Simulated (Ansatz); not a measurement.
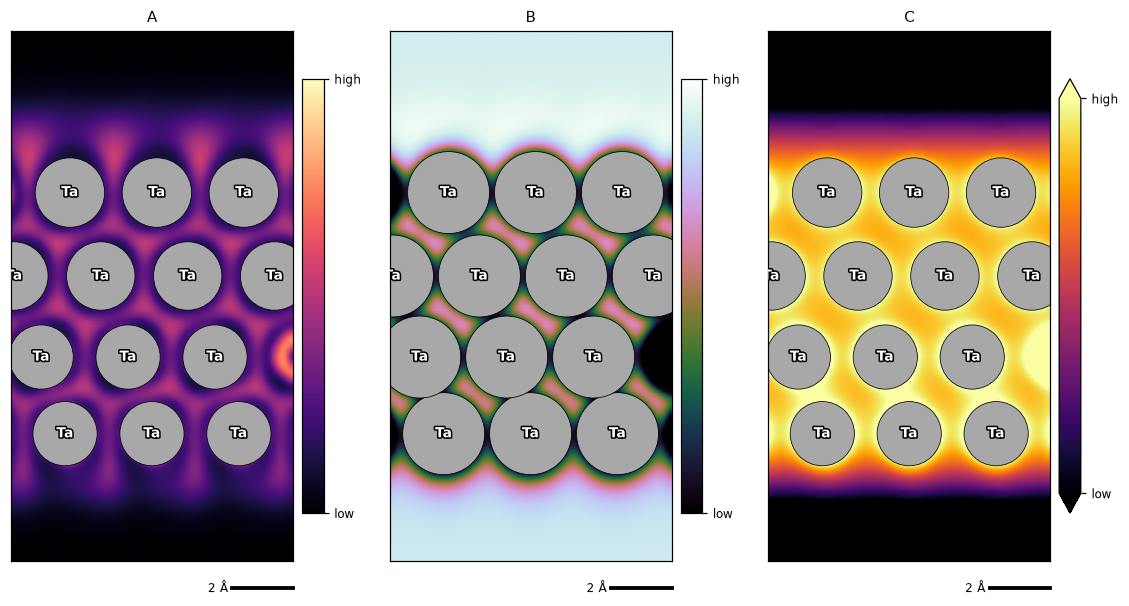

Ta (slab): 3 fields on the (010) plane of the calculation cell, a cut from vacuum to vacuum, with unlabelled colour scales. Grey discs cover the atomic cores.

All numbers below come from DFT PBE, scalar-relativistic, plane waves, PAW (Ansatz 0.2.0).

> The panels show electron localisation function, electrostatic potential energy of an electron and valence pseudo-density in some order. Assign them.

Panel A: electron localisation function. Panel B: electrostatic potential energy of an electron (low next to the atoms, rising into the space between them). Panel C: valence pseudo-density. From the grid: Ta–Ta (2.83 Å): ρ is about 0.32 e/Å³ halfway; the ELF is about 0.30 at the midpoint: no shared electron pair shows on this line.
